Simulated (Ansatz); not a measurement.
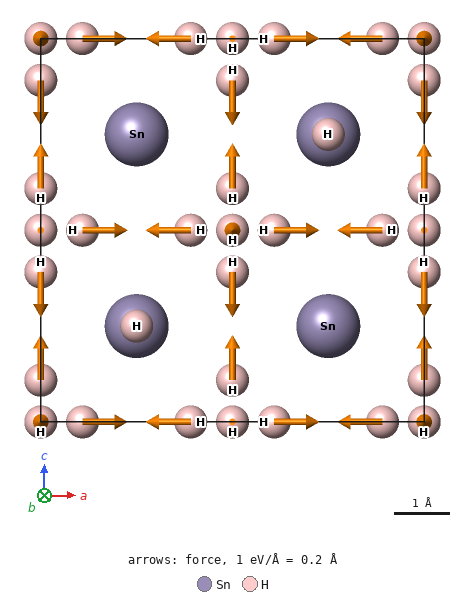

Starting geometry of crystalline SnH7 (a generated structure, set up in F-43m) (coarse preliminary run) with the computed forces as orange arrows. The picture is a ball-and-stick view of the conventional cell (4 times the calculation's cell), seen along the b axis. Lengths and directions refer to the drawn axes.

All numbers below come from DFT PBE, scalar-relativistic, plane waves, PAW (Ansatz). (plane-wave cutoff 420 eV; k-point mesh 4 × 4 × 4; occupations gaussian; smearing width 0.1 eV; no spin polarisation; cell and atoms relaxed; force threshold 0.04 eV/Å; at most 70 steps)

**What follows when this structure is relaxed?**

It isn't relaxed: the largest force vector, on H atoms, is 4.12 eV/Å. The atoms end up moving mostly along the starting forces (cosine between the two patterns 1.00). The largest moves relative to the cell, 0.24 Å, are those of H atoms. Sn stays in place. The volume changes by −20.8 %, with a = b = c 6.975 → 6.453 Å (−7.5 %). Some distances before and after: H–Sn 2.656 → 2.379 Å. The space group stays F-43m (No. 216). Over 4 accepted moves (5 points after the start) the energy falls by 281 meV per atom. Largest force component: 4.1 eV/Å at the start, 0.0031 eV/Å at the end. The pressure goes from 5.09 to −0.31 GPa. At 1 point the geometry stayed and the basis and grid were re-selected for the new cell (energy shift of 1.4 meV per atom at most each time). The run took 7.8 s on 1 thread of Arm Neoverse V2, on a shared host, peak memory 0.32 GiB.
